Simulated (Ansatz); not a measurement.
System: BP, space group F-43m (No. 216).

Structure:
```yaml
crystal:
  lattice:
    - [0.00000, 2.27415, 2.27415]
    - [2.27415, 0.00000, 2.27415]
    - [2.27415, 2.27415, 0.00000]
  atoms:
    - { symbol: B, position: [0.00000, 0.00000, 0.00000] }
    - { symbol: P, position: [0.75000, 0.75000, 0.75000] }
```

Calculation (Ansatz 0.2.0): biaxial strain in the xy plane and strain along z of a crystal, fractional coordinates fixed, by plane-wave density functional theory with PAW datasets, free energies less that of the undisturbed cell, pressure positive in compression. Level: PBE, no spin polarisation.

wave cutoff 420 eV; k mesh 10×10×10; occupations Gaussian; smearing width 0.05 eV; k shift (0, 0, 0) (mesh steps); start relaxed.

What does the calculation give for the map of the energy change and pressure over strain zz and strain xx = yy? The grid: strain zz −0.03, −0.015, 0, 0.015, 0.03 ; strain xx = yy −0.03, −0.015, 0, 0.015, 0.03.

At the origin the energy is lower than all eight neighbouring grid points, so a minimum lies at or close to the given structure. The energy change is least, 0.00 meV/atom, at strain zz of 0 and strain xx = yy of 0, and largest, 52.53 meV/atom, at strain zz of −0.03 and strain xx = yy of −0.03. Near the origin the softest direction lies along strain zz, turned by about 16° so that strain xx = yy takes the opposite sign; the curvature across the valley is 2.9 times that along it. The pressure is least, −12.10 GPa, at strain zz of 0.03 and strain xx = yy of 0.03, and largest, 17.61 GPa, at strain zz of −0.03 and strain xx = yy of −0.03.

Energy change (meV/atom); rows strain xx = yy, columns strain zz:
|  | −0.03 | −0.015 | 0 | 0.015 | 0.03 |
| --- | --- | --- | --- | --- | --- |
| −0.03 | 52.53 | 37.58 | 29.09 | 26.83 | 30.59 |
| −0.015 | 24.27 | 12.60 | 7.06 | 7.43 | 13.52 |
| 0 | 11.49 | 2.85 | 0.00 | 2.75 | 10.93 |
| 0.015 | 12.83 | 6.97 | 6.58 | 11.50 | 21.56 |
| 0.03 | 27.07 | 23.72 | 25.57 | 32.45 | 44.20 |

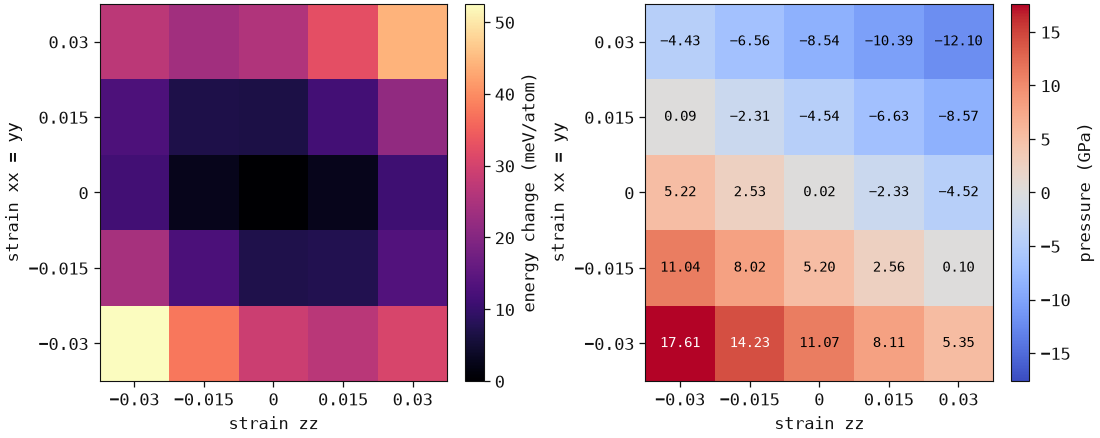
